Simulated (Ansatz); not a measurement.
# Σ3 (112) boundary in fcc Ni with Si (substitutional): structure and resistance

Wanted: what the Σ3 (112) boundary in fcc Ni with Si (substitutional) costs an interconnect.

Program: Ansatz 0.2.0. Level of theory: Ansatz plane-wave DFT, PBE, PAW files, collinear spin; relaxation of a bicrystal slab with its lowest layers held; PAW set soft_1, in the first sound run; inputs show where later runs differ. Results are calculated unless marked as measured.

## (1) Set-up

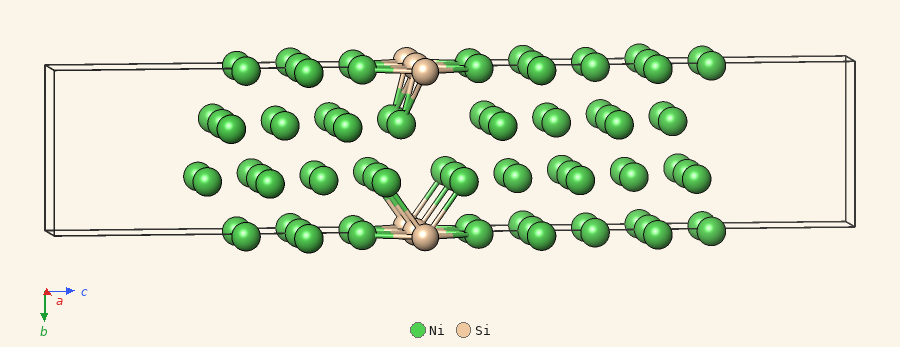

The starting structure, seen from the side, with the c axis across the page (nickel green, silicon light orange). 2×1×1 cells are drawn. Some periodic images of atoms are drawn too.

The cell holds 26 atoms: 25 Ni and 1 Si. Its edges and angles: a = 2.492 Å, b = 6.104 Å, c = 29.703 Å, α = 90.0°, β = 90.0°, γ = 90.0°. It derives from Ni. built on the (1 1 2) plane; 2 overlapping atoms removed and the grains opened by 0 Å. Vacuum lies along c.

## (2) Relaxing the bicrystal

The boundary is built by mirroring the lower grain in the boundary plane and removing any atoms that overlap; then the Si is put in at the boundary. A thin bicrystal slab is relaxed first, with the lowest layers held and the upper grain free to shift and open.

input.yaml reads:

```yaml
crystal:
  lattice:
    - [2.4918442969, 0.0, 0.0]
    - [0.0, 6.1037470459, 0.0]
    - [0.0, 0.0, 29.7026706828]
  atoms:
    - { symbol: Ni, position: [0.4999999998, 0.6666666666, 0.1683350313], spin: 1.0 }
    - { symbol: Ni, position: [0.9999999998, 0.3333333333, 0.1925528364], spin: 1.0 }
    - { symbol: Ni, position: [0.4999999998, 1.0, 0.2167706414], spin: 1.0 }
    - { symbol: Ni, position: [0.9999999998, 0.6666666666, 0.2409884465], spin: 1.0 }
    - { symbol: Ni, position: [0.4999999999, 0.3333333333, 0.2652062515], spin: 1.0 }
    - { symbol: Ni, position: [0.9999999999, 1.0, 0.2894240565], spin: 1.0 }
    - { symbol: Ni, position: [0.4999999999, 0.6666666666, 0.3136418616], spin: 1.0 }
    - { symbol: Ni, position: [0.9999999999, 0.3333333333, 0.3378596666], spin: 1.0 }
    - { symbol: Ni, position: [0.4999999999, 1.0, 0.3620774717], spin: 1.0 }
    - { symbol: Ni, position: [1.0, 0.6666666667, 0.3862952767], spin: 1.0 }
    - { symbol: Ni, position: [0.5, 0.3333333333, 0.4105130817], spin: 1.0 }
    - { symbol: Si, position: [0.0, 0.0, 0.4347308868] }
    - { symbol: Ni, position: [1.0, 0.6666666667, 0.4831664969], spin: 1.0 }
    - { symbol: Ni, position: [0.4999999999, 1.0, 0.5073843019], spin: 1.0 }
    - { symbol: Ni, position: [0.9999999999, 0.3333333333, 0.5316021069], spin: 1.0 }
    - { symbol: Ni, position: [0.4999999999, 0.6666666666, 0.555819912], spin: 1.0 }
    - { symbol: Ni, position: [0.9999999999, 1.0, 0.580037717], spin: 1.0 }
    - { symbol: Ni, position: [0.4999999999, 0.3333333333, 0.6042555221], spin: 1.0 }
    - { symbol: Ni, position: [0.9999999998, 0.6666666666, 0.6284733271], spin: 1.0 }
    - { symbol: Ni, position: [0.4999999998, 1.0, 0.6526911322], spin: 1.0 }
    - { symbol: Ni, position: [0.9999999998, 0.3333333333, 0.6769089372], spin: 1.0 }
    - { symbol: Ni, position: [0.4999999998, 0.6666666666, 0.7011267422], spin: 1.0 }
    - { symbol: Ni, position: [0.9999999998, 0.9999999999, 0.7253445473], spin: 1.0 }
    - { symbol: Ni, position: [0.4999999997, 0.3333333333, 0.7495623523], spin: 1.0 }
    - { symbol: Ni, position: [0.9999999997, 0.6666666666, 0.7737801574], spin: 1.0 }
    - { symbol: Ni, position: [0.4999999997, 0.9999999999, 0.7979979624], spin: 1.0 }
magnetization:
  spin_polarized: true
kpoints:
  mp_grid: { grid: [9, 4, 1] }
hamiltonian:
  xc: pbe
  pseudopotentials: { kind: paw, azcp: { folder: soft_1 } }
scf:
  occupations: { method: fermi_dirac, width: 0.1 }
relax:
  f_tol: 0.03
  max_steps: 80
  constraints: [{ sites: [0, 1, 2, 3, 4] }]
```

Command:

```
> ansatz run input.yaml --threads 4 --pin off --max-ram 15360MiB --backend cpu --events-out ev --progress --plain --runs-dir out
```

Numbers of over 12 decimals in the logs are rounded to 6 here.

Log:

```text
Engine: ansatz 0.2.0, aarch64-unknown-linux-gnu
Pseudopotentials: kind: paw
Pseudopotential: Ni, paw, valence charge 18, recommended cutoff 420 eV (normal), soft_1/Ni.paw.azcp
Pseudopotential: Si, paw, valence charge 4, recommended cutoff 420 eV (normal), soft_1/Si.paw.azcp
Functional definition: PBE
  parameter kappa = 0.804
  parameter beta = 0.066725
  exchange = pbe_x(kappa = kappa, mu = beta*pi^2/3)
  correlation = pbe_c(beta = beta)
Crystal: 26 atoms, lattice volume = 451.765 Å³
Basis set: ecut = 420 eV, 8783 PW (Γ), exchange–correlation on 36×90×400 points (8 copies of the dense FFT grid, shifted against one another)
Bands: 288, of which v1, the nominal top of the filled ones, is band 227 counted from 1 (226 counted from 0)
Symmetry: 2 space group operations
Space group: Pm (ITA 6), of the structure as read, at distance tolerance 7.7e-5 Å
Magnetic group: BNS 6.18 (UNI 25), of the structure as read, at distance tolerance 7.7e-5 Å
k-points: 15 of 36 (time reversal used)
Non-local potential: Ni, projectors of the file, l = 0: 3, l = 1: 2, l = 2: 3, l = 3: 1
Non-local potential: Si, projectors of the file, l = 0: 2, l = 1: 2, l = 2: 1
PAW form: soft (Blöchl's): semilocal exchange-correlation on the pseudo side does not see the compensation charge
PAW one-centre angular grid: Ni, 590 points (default); XC on 64 Gauss nodes
PAW one-centre angular grid: Si, 110 points (default); XC on 64 Gauss nodes
Initial density: superposition of atomic densities (neutral atoms: chi_scale 0, normalization atom)
Starting moments: Σ|m| = 25 μB on 25 of 26 sites
Initial wavefunctions: pseudopotential atomic-orbital guess
Functional: x = pbe(κ = 0.804, μ = 0.219515), c = pbe(β = 0.066725)
SCF iter   1: F=—  HF=-146605.361708 eV  |F-HF|=—  |Δ(HF+E_count)|=         —  Δρ=3.29e-2 (↑2.16e-2 ↓3.29e-2)  dr2=2.33e1  dr2_m=4.63e-1  M=22.004 μB ∫|m|=23.508 μB  β_m=0.30  ethr=3.10e-3  ⟨swp⟩=6.8  Hψ=35089  notcnv=0  defer=552
Mixer restart at iter 1: flushing history
preconditioner: auto → LDOS  [metal: Δε(μ)=0.006 eV  Ē_g=7.988 eV  σ=0.100 eV  W_gap=0.01  n_scr=126 (ndim 8)  ℏωp=27.8 eV  f_vac=0.311  D(μ)=43.93/eV (n_scr^D=592)]
spin=Collinear: LDOS preconditioning applied to the charge; magnetization (m = ρ↑ − ρ↓) channel mixes plain (no charge-response kernel on spin).
SCF iter   2: F=—  HF=-146606.992931 eV  |F-HF|=—  |Δ(HF+E_count)|=    1.63e0  Δρ=1.21e-2 (↑1.21e-2 ↓1.19e-2)  dr2=2.86e0  dr2_m=2.11e-1  M=20.845 μB ∫|m|=22.772 μB  β_m=0.31  ethr=3.10e-3  ⟨swp⟩=2.0  Hψ=13392  notcnv=0  defer=1007
SCF iter   3: F=—  HF=-146614.708047 eV  |F-HF|=—  |Δ(HF+E_count)|=    7.72e0  Δρ=9.70e-3 (↑6.55e-3 ↓9.70e-3)  dr2=7.67e-1  dr2_m=1.79e-1  M=20.047 μB ∫|m|=22.167 μB  β_m=0.46  ethr=6.30e-4  ⟨swp⟩=2.3  Hψ=12807  notcnv=0  defer=1008
SCF iter   4: F=—  HF=-146622.137146 eV  |F-HF|=—  |Δ(HF+E_count)|=    7.43e0  Δρ=1.17e-2 (↑5.99e-3 ↓1.17e-2)  dr2=3.12e-1  dr2_m=2.83e-1  M=18.400 μB ∫|m|=20.927 μB  β_m=0.73  ethr=1.69e-4  ⟨swp⟩=2.5  Hψ=16500  notcnv=0  defer=1024
SCF iter   5: F=—  HF=-146624.539799 eV  |F-HF|=—  |Δ(HF+E_count)|=    2.40e0  Δρ=1.27e-2 (↑4.67e-3 ↓1.27e-2)  dr2=3.61e-1  dr2_m=2.56e-1  M=16.785 μB ∫|m|=19.465 μB  β_m=0.86  ethr=6.86e-5  ⟨swp⟩=2.0  Hψ=14451  notcnv=0  defer=1037
SCF iter   6: F=—  HF=-146624.951814 eV  |F-HF|=—  |Δ(HF+E_count)|=   4.12e-1  Δρ=7.42e-3 (↑7.42e-3 ↓5.41e-3)  dr2=3.34e-1  dr2_m=9.15e-2  M=15.531 μB ∫|m|=18.096 μB  β_m=0.93  ethr=6.86e-5  ⟨swp⟩=2.0  Hψ=16906  notcnv=0  defer=1048
SCF iter   7: F=—  HF=-146625.159544 eV  |F-HF|=—  |Δ(HF+E_count)|=         —  Δρ=1.06e-2 (↑8.46e-3 ↓1.06e-2)  dr2=1.38e0  dr2_m=3.71e-2  M=14.456 μB ∫|m|=16.714 μB  β_m=0.93  ethr=6.86e-5  ⟨swp⟩=2.7  Hψ=17304  notcnv=0  defer=1059
SCF iter   8: F=—  HF=-146625.481397 eV  |F-HF|=—  |Δ(HF+E_count)|=   3.22e-1  Δρ=1.29e-2 (↑1.29e-2 ↓1.15e-2)  dr2=3.45e0  dr2_m=3.70e-2  M=14.597 μB ∫|m|=16.743 μB  β_m=0.51  ethr=6.86e-5  ⟨swp⟩=2.9  Hψ=18644  notcnv=0  defer=1064  recentre
SCF iter   9: F=—  HF=-146624.979681 eV  |F-HF|=—  |Δ(HF+E_count)|=   5.02e-1  Δρ=5.14e-3 (↑5.14e-3 ↓5.02e-3)  dr2=4.53e-1  dr2_m=1.08e-2  M=14.487 μB ∫|m|=16.706 μB  β_m=0.63  ethr=6.86e-5  ⟨swp⟩=2.7  Hψ=17489  notcnv=0  defer=1067
SCF iter  10: F=—  HF=-146624.922495 eV  |F-HF|=—  |Δ(HF+E_count)|=   5.72e-2  Δρ=1.57e-3 (↑1.19e-3 ↓1.57e-3)  dr2=2.66e-2  dr2_m=2.17e-3  M=14.474 μB ∫|m|=16.646 μB  β_m=0.65  ethr=6.86e-5  ⟨swp⟩=2.0  Hψ=13208  notcnv=0  defer=1072
SCF iter  11: F=—  HF=-146624.922626 eV  |F-HF|=—  |Δ(HF+E_count)|=   1.31e-4  Δρ=9.26e-4 (↑6.88e-4 ↓9.26e-4)  dr2=8.12e-3  dr2_m=4.22e-4  M=14.482 μB ∫|m|=16.622 μB  β_m=0.53  ethr=5.85e-6  ⟨swp⟩=2.0  Hψ=12794  notcnv=0  defer=1071
SCF iter  12: F=—  HF=-146624.921890 eV  |F-HF|=—  |Δ(HF+E_count)|=   7.36e-4  Δρ=3.24e-4 (↑1.91e-4 ↓3.24e-4)  dr2=6.79e-4  dr2_m=6.08e-5  M=14.490 μB ∫|m|=16.623 μB  β_m=0.45  ethr=1.79e-6  ⟨swp⟩=2.0  Hψ=12371  notcnv=0  defer=1071
SCF iter  13: F=—  HF=-146624.921889 eV  |F-HF|=—  |Δ(HF+E_count)|=   4.03e-7  Δρ=1.48e-4 (↑1.34e-4 ↓1.48e-4)  dr2=1.34e-4  dr2_m=7.17e-5  M=14.504 μB ∫|m|=16.631 μB  β_m=0.47  ethr=1.50e-7  ⟨swp⟩=2.4  Hψ=15936  notcnv=0  defer=1071
SCF iter  14: F=—  HF=-146624.921955 eV  |F-HF|=—  |Δ(HF+E_count)|=   6.62e-5  Δρ=7.17e-5 (↑5.22e-5 ↓7.17e-5)  dr2=7.93e-5  dr2_m=1.16e-5  M=14.495 μB ∫|m|=16.621 μB  β_m=0.54  ethr=2.96e-8  ⟨swp⟩=2.2  Hψ=12531  notcnv=0  defer=1070
SCF iter  15: F=—  HF=-146624.921950 eV  |F-HF|=—  |Δ(HF+E_count)|=   5.41e-6  Δρ=2.91e-5 (↑2.69e-5 ↓2.91e-5)  dr2=1.07e-5  dr2_m=1.79e-6  M=14.493 μB ∫|m|=16.618 μB  β_m=0.51  ethr=1.75e-8  ⟨swp⟩=1.5  Hψ=9639  notcnv=0  defer=1070
SCF iter  16: F=-146624.921941 eV  HF=-146624.921954 eV  |F-HF|=1.35e-5  |Δ(HF+E_count)|=   4.41e-6  Δρ=2.14e-5 (↑1.02e-5 ↓2.14e-5)  dr2=1.41e-5  dr2_m=3.39e-7  M=14.492 μB ∫|m|=16.618 μB  ethr=2.35e-9  ⟨swp⟩=2.7  Hψ=28191  notcnv=0
SCF 1 converged in 16 iterations: F = -146624.921941 eV  dr2 = 1.41e-5
  greatest PAW one-centre occupation: 1.001 electrons in one spin orbital (limit 2), on the Ni atom at site 25 (counted from 0), in its partial waves of l = 1
relax step   1: F+E_penalty+E_count = -146624.92194089 eV  Δ(F+E_penalty+E_count) = +0.000e0 eV  max|allowed force component| = 9.064e-1 eV/Å  Δτ_max = 0.0000 Å  (16 SCF iters, dr2 threshold 2.25e-5 eV, accepted)
Initial density: handed on by an earlier stage of this run
Starting moments: Σ|m| = 25 μB on 25 of 26 sites; this step starts from the density that it was given
Initial wavefunctions: those handed on with the density
iter 1 solved again at ethr=8.99e-4 eV; its pass at ethr=3.10e-3 eV (dr2=4.08e0 eV) is discarded
[...]
SCF iter   3: F=—  HF=-146625.995756 eV  |F-HF|=—  |Δ(HF+E_count)|=   2.55e-4  Δρ=5.34e-4 (↑5.34e-4 ↓4.84e-4)  dr2=1.94e-3  dr2_m=4.97e-4  M=13.553 μB ∫|m|=15.545 μB  β_m=0.46  ethr=1.07e-6  ⟨swp⟩=2.0  Hψ=15370  notcnv=0  defer=1073
SCF iter   4: F=—  HF=-146625.995386 eV  |F-HF|=—  |Δ(HF+E_count)|=   3.71e-4  Δρ=1.17e-4 (↑1.01e-4 ↓1.17e-4)  dr2=2.12e-4  dr2_m=2.43e-5  M=13.553 μB ∫|m|=15.545 μB  β_m=0.44  ethr=4.27e-7  ⟨swp⟩=2.1  Hψ=15306  notcnv=0  defer=1072
SCF iter   5: F=—  HF=-146625.995373 eV  |F-HF|=—  |Δ(HF+E_count)|=   1.21e-5  Δρ=5.56e-5 (↑5.56e-5 ↓4.26e-5)  dr2=1.37e-5  dr2_m=7.94e-6  M=13.553 μB ∫|m|=15.545 μB  β_m=0.51  ethr=4.67e-8  ⟨swp⟩=2.5  Hψ=12657  notcnv=0  defer=1072
SCF iter   6: F=—  HF=-146625.995379 eV  |F-HF|=—  |Δ(HF+E_count)|=   5.89e-6  Δρ=3.42e-5 (↑3.42e-5 ↓2.81e-5)  dr2=7.97e-6  dr2_m=3.24e-6  M=13.554 μB ∫|m|=15.546 μB  β_m=0.61  ethr=3.02e-9  ⟨swp⟩=2.1  Hψ=15359  notcnv=0  defer=1070
SCF iter   7: F=—  HF=-146625.995382 eV  |F-HF|=—  |Δ(HF+E_count)|=   2.82e-6  Δρ=2.37e-5 (↑2.37e-5 ↓2.18e-5)  dr2=9.10e-6  dr2_m=9.00e-7  M=13.554 μB ∫|m|=15.546 μB  β_m=0.58  ethr=1.75e-9  ⟨swp⟩=2.0  Hψ=15053  notcnv=0  defer=1069
SCF iter   8: F=—  HF=-146625.995382 eV  |F-HF|=—  |Δ(HF+E_count)|=   4.66e-7  Δρ=9.79e-6 (↑8.86e-6 ↓9.79e-6)  dr2=7.79e-7  dr2_m=1.85e-7  M=13.555 μB ∫|m|=15.546 μB  β_m=0.53  ethr=1.75e-9  ⟨swp⟩=2.0  Hψ=12195  notcnv=0  defer=1069
SCF iter   9: F=—  HF=-146625.995382 eV  |F-HF|=—  |Δ(HF+E_count)|=   9.87e-8  Δρ=5.09e-6 (↑5.09e-6 ↓2.97e-6)  dr2=2.00e-7  dr2_m=4.11e-8  M=13.555 μB ∫|m|=15.547 μB  β_m=0.51  ethr=1.72e-10  ⟨swp⟩=2.7  Hψ=15974  notcnv=0  defer=1069
SCF iter  10: F=—  HF=-146625.995382 eV  |F-HF|=—  |Δ(HF+E_count)|=   7.48e-9  Δρ=2.54e-6 (↑1.90e-6 ↓2.54e-6)  dr2=3.55e-8  dr2_m=1.53e-8  M=13.555 μB ∫|m|=15.547 μB  β_m=0.62  ethr=4.40e-11  ⟨swp⟩=2.0  Hψ=12223  notcnv=0  defer=1069
SCF iter  11: F=—  HF=-146625.995382 eV  |F-HF|=—  |Δ(HF+E_count)|=   1.39e-8  Δρ=4.78e-6 (↑2.27e-6 ↓4.78e-6)  dr2=5.31e-7  dr2_m=1.08e-8  M=13.555 μB ∫|m|=15.547 μB  β_m=0.58  ethr=7.82e-12  ⟨swp⟩=2.2  Hψ=15875  notcnv=0  defer=1069
SCF iter  12: F=-146625.995382 eV  HF=-146625.995382 eV  |F-HF|=4.52e-8  |Δ(HF+E_count)|=   5.94e-9  Δρ=1.65e-6 (↑6.74e-7 ↓1.65e-6)  dr2=4.66e-8  dr2_m=1.87e-9  M=13.555 μB ∫|m|=15.547 μB  ethr=7.82e-12  ⟨swp⟩=2.8  Hψ=28579  notcnv=0
SCF 7 converged in 12 iterations: F = -146625.995382 eV  dr2 = 4.66e-8
relax step   7: F+E_penalty+E_count = -146625.99538159 eV  Δ(F+E_penalty+E_count) = -1.743e-3 eV  max|allowed force component| = 2.475e-2 eV/Å  Δτ_max = 0.0255 Å  (12 SCF iters, accepted)
SCF converged after 12 iterations
Magnetization: 13.5549 μB (233.7775 up, 220.2225 down)
Absolute magnetization: 15.5680 μB (∫|ρ↑−ρ↓|, with the PAW one-centre terms)
Spin contamination: 0.2263 ħ² per cell (⟨S²⟩ above its minimum at these occupations)
Per-site moments (μB) at R_I (Å): [(0.769422, 1.027886), (0.739647, 1.027886), (0.698284, 1.013768), (0.668177, 1.019013), (0.675453, 1.020888), (0.593783, 1.013768), (0.596299, 1.019013), (0.578283, 0.996994), (0.190864, 0.941675), (0.361527, 0.966402), (0.141471, 0.977182), (-0.012236, 0.939683), (0.368951, 0.966402), (0.181640, 0.939683), (0.564917, 0.996275), (0.587189, 1.012358), (0.550389, 1.016707), (0.659092, 1.012358), (0.649987, 1.021186), (0.641159, 1.016707), (0.679129, 1.020215), (0.675711, 1.014551), (0.665901, 0.991852), (0.695878, 1.012554), (0.727105, 1.003839), (0.753570, 0.991852)]
Free energy (F): -146625.995382 eV
Harris-Foulkes:  -146625.995382 eV  (|F-HF|=4.52e-8)
Internal energy: -146624.597769 eV  (E = F + TS)
E sigma→0 (E₀):  -146625.296575 eV
Entropy (-TS):   -1.397612 eV (-53.754 meV/atom)
Fermi energy:    9.412693 eV
--- Per-component energies (eV) ---
  E_band       = -10986.327514
  E_kinetic    = 8522.085815
  E_local      = -849946.824481  (includes V_loc(G=0)·N_el)
  E_nonlocal   = -2904.642379
  E_hartree    = 426004.917798
  E_xc         = -2870.632447
  E_vxc        = -3677.989604  (∫ρ·V_xc dr)
  E_paw        = -41936.592947  (= ΣΔE_a)
  E_vpaw       = -14988.769044  (= ΣTr[D̂ρ^β])
  E_aug_tail   = 0.023726  (compensation charges beyond the density's cutoff)
  E_ewald      = 316507.067144
  E_smearing   = -1.397612  (= −TS)
  E_closure    = 0.000000  (closes the sum)
  Σ components = -146625.995382   (vs F -146625.995382, Δ=0.00e0)
--- Forces (eV/Å), atoms counted from 1 ---
  atom   1  Ni     0.00000000    -0.16868873     0.61068054
  atom   2  Ni     0.00000000     0.15150620     0.12623004
  atom   3  Ni    -0.00000000     0.04315644    -0.41623323
  atom   4  Ni    -0.00000000     0.05216983    -0.44113182
  atom   5  Ni     0.00000000    -0.08320744     0.14844667
  atom   6  Ni    -0.00000000    -0.00164463    -0.01124423
  atom   7  Ni    -0.00000000    -0.00020812    -0.00470625
  atom   8  Ni     0.00000000     0.00970953    -0.00967893
  atom   9  Ni     0.00000000    -0.02474988    -0.00830706
  atom  10  Ni     0.00000000     0.00695269    -0.01222479
  atom  11  Ni     0.00000000     0.00716276    -0.00435961
  atom  12  Si    -0.00000000     0.00330885    -0.00917693
  atom  13  Ni     0.00000000    -0.02234867    -0.00690093
  atom  14  Ni     0.00000000     0.01545564     0.01174890
  atom  15  Ni     0.00000000     0.01271495     0.00915437
  atom  16  Ni     0.00000000     0.00102994     0.00733074
  atom  17  Ni     0.00000000     0.00159241     0.00992778
  atom  18  Ni     0.00000000    -0.00685287     0.00320891
  atom  19  Ni     0.00000000    -0.00383671     0.00029808
  atom  20  Ni    -0.00000000     0.00150436     0.00039927
  atom  21  Ni    -0.00000000    -0.00144222     0.00653129
  atom  22  Ni    -0.00000000    -0.00081639    -0.00228042
  atom  23  Ni    -0.00000000     0.00288551     0.00495538
  atom  24  Ni    -0.00000000     0.00046168    -0.00620762
  atom  25  Ni    -0.00000000    -0.00142452     0.00572021
  atom  26  Ni    -0.00000000     0.00560612    -0.01221617
  max |Σ_I F_I| component: 3.58e-5 eV/Å
--- Relaxed structure (7 steps of the walk, 7 accepted, 0 SCFs on fresh bases) ---
  F+E_penalty+E_count = -146625.99538159 eV   max|allowed force component| = 2.475e-2 eV/Å
  atoms:
    - { symbol: Ni, position: [0.500000, 0.6666666666, 0.1683350313] }
    - { symbol: Ni, position: [1.000000, 0.3333333333, 0.1925528364] }
    - { symbol: Ni, position: [0.500000, 1.000000, 0.2167706414] }
    - { symbol: Ni, position: [1.000000, 0.6666666666, 0.240988] }
    - { symbol: Ni, position: [0.500000, 0.3333333333, 0.2652062515] }
    - { symbol: Ni, position: [1.000000, 1.001163, 0.288090] }
    - { symbol: Ni, position: [0.500000, 0.666350, 0.312804] }
    - { symbol: Ni, position: [1.000000, 0.336306, 0.339634] }
    - { symbol: Ni, position: [0.500000, 1.003154, 0.360109] }
    - { symbol: Ni, position: [1.000000, 0.665774, 0.384773] }
    - { symbol: Ni, position: [0.500000, 0.343947, 0.423638] }
    - { symbol: Si, position: [7.277444387387434e-18, 0.013877, 0.424472] }
    - { symbol: Ni, position: [1.000000, 0.661725, 0.463643] }
    - { symbol: Ni, position: [0.500000, 0.995309, 0.488565] }
    - { symbol: Ni, position: [1.000000, 0.329264, 0.507738] }
    - { symbol: Ni, position: [0.500000, 0.658146, 0.535629] }
    - { symbol: Ni, position: [1.000000, 0.992450, 0.560338] }
    - { symbol: Ni, position: [0.500000, 0.325313, 0.581986] }
    - { symbol: Ni, position: [1.000000, 0.658163, 0.607879] }
    - { symbol: Ni, position: [0.500000, 0.992261, 0.631936] }
    - { symbol: Ni, position: [1.000000, 0.324685, 0.655656] }
    - { symbol: Ni, position: [0.500000, 0.655806, 0.679899] }
    - { symbol: Ni, position: [1.000000, 0.993716, 0.703694] }
    - { symbol: Ni, position: [0.500000, 0.324706, 0.729738] }
    - { symbol: Ni, position: [1.000000, 0.655754, 0.751293] }
    - { symbol: Ni, position: [0.500000, 0.981715, 0.772887] }
```

Run time: 38 min. Hardware: 4 threads of Arm Neoverse V1, shared host; peak memory 4.3 GiB.

(Part 1 of 3 ends here.)

[Logs are printed without paths, hosts, clocks, repeated set-up lines and the standing remarks that a program may print on its own settings, such as how far it seeks lower states.]

[Hosts, paths, dates, database ids (printed as entryN), source tags and the programs' standing remarks are cut or masked in the printed files.]
